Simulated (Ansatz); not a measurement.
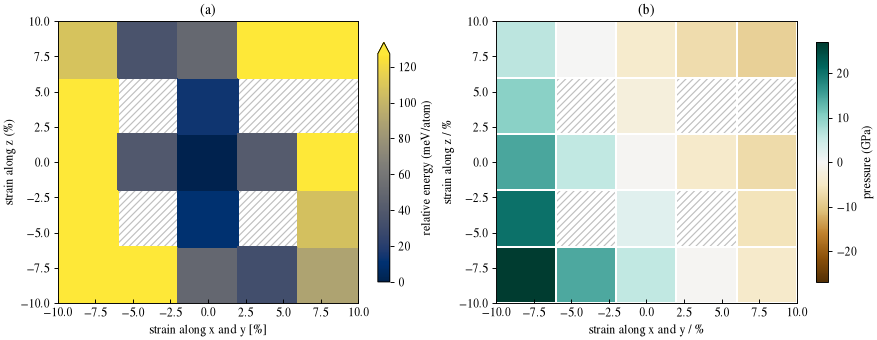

Bi2Se3 (R-3m, No. 166; 5 atoms in the cell). The cell is strained homogeneously, by one strain along x and y and another along z, with fractional coordinates fixed (x along [1 0 0], z along [0 0 1] of the conventional cell). The first coordinate is: strain along x and y; the second: strain along z. The grid has 5 × 5 points. At 5 points there is no value. Energies: meV/atom, counted from the lowest grid point. The reference cell is the one listed in the database, not relaxed at this level. Computed with DFT PBEsol, scalar-relativistic, plane waves, PAW in Ansatz 0.2.0. Settings: cutoff 420 eV, k-mesh 12×12×12, gaussian smearing 0.03 eV, no spin polarisation.

Panel (a) is the energy; panel (b) is the computed pressure, in GPa.

Drawn: one coloured cell a grid point, one colour for all values above the top of the scale, hatched blanks where no value was computed.

Question: How does the pressure vary over the map, and what is it at the lowest grid point?

Answer: It runs from −8.8 GPa at strain along x and y = 8 %, strain along z = 8 % to 26.9 GPa at strain along x and y = −8 %, strain along z = −8 %. At the lowest grid point, strain along x and y = 0 %, strain along z = 0 %, it is −0.3 GPa.

| strain along z ↓, strain along x and y → | −8 | −4 | 0 | 4 | 8 |
| --- | --- | --- | --- | --- | --- |
| 8 | 6.2 | −0.1 | −4.4 | −7.1 | −8.8 |
| 4 | 10.1 | – | −2.5 | – | – |
| 0 | 14.7 | 5.8 | −0.3 | −4.5 | −7.2 |
| −4 | 20.3 | – | 2.4 | – | −6.0 |
| −8 | 26.9 | 14.5 | 5.7 | −0.4 | −4.5 |
